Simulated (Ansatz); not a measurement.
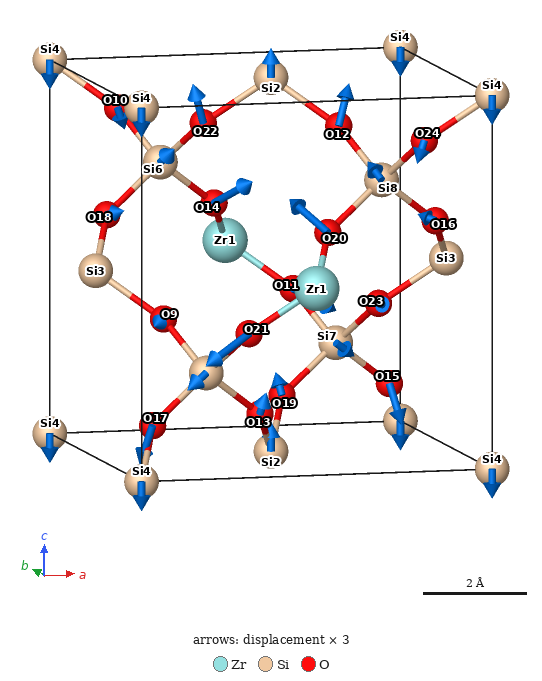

A relaxation of a defect cell of composition ZrSi₇O₁₆. The starting structure is drawn; blue arrows show the displacements, 3 times their true length.

Style: ball-and-stick. Shown: the cell of the calculation, slightly off an axis.

The calculation used DFT PBEsol, scalar-relativistic, plane waves, PAW (Ansatz). (plane-wave cutoff 420 eV; k-point mesh 2 × 2 × 2; occupations gaussian; smearing width 0.02 eV; mesh shifted by (0.5, 0.5, 0.5); no spin polarisation; atoms relaxed in a fixed cell; force threshold 0.03 eV/Å; at most 40 steps)

Q: Atoms of which element are displaced furthest, and by how much?

A: Oxygen: up to 0.42 Å, against 0.19 Å for silicon.

Q: What did the optimiser do to the structure, and how much energy did it gain?

A: The largest moves, 0.42 Å, are those of O atoms. By element the largest moves are O 0.42 Å, Si 0.19 Å. Zr stays in place. The cell stays as it was. Near-neighbour distances that change, for instance: O–Zr 1.619 → 1.940 Å, O–Si 1.619 → 1.627 Å. Bond angles that change, for instance: Zr–O–Si 145.5° → 128.6°, Si–O–Si 145.5° → 138.2°, Si–O–Si 145.5° → 138.5°. After 5 geometry steps the energy has fallen by 9.678 eV per cell of the calculation. The largest force component goes from 15 to 0.023 eV/Å. The run took 7.9 s on 8 threads of Arm Neoverse V2 (shared host), peak memory 0.52 GiB.

Limits of the set-up: the periodic images lie only 7.0 Å apart, so the values are limited by the cell's size.
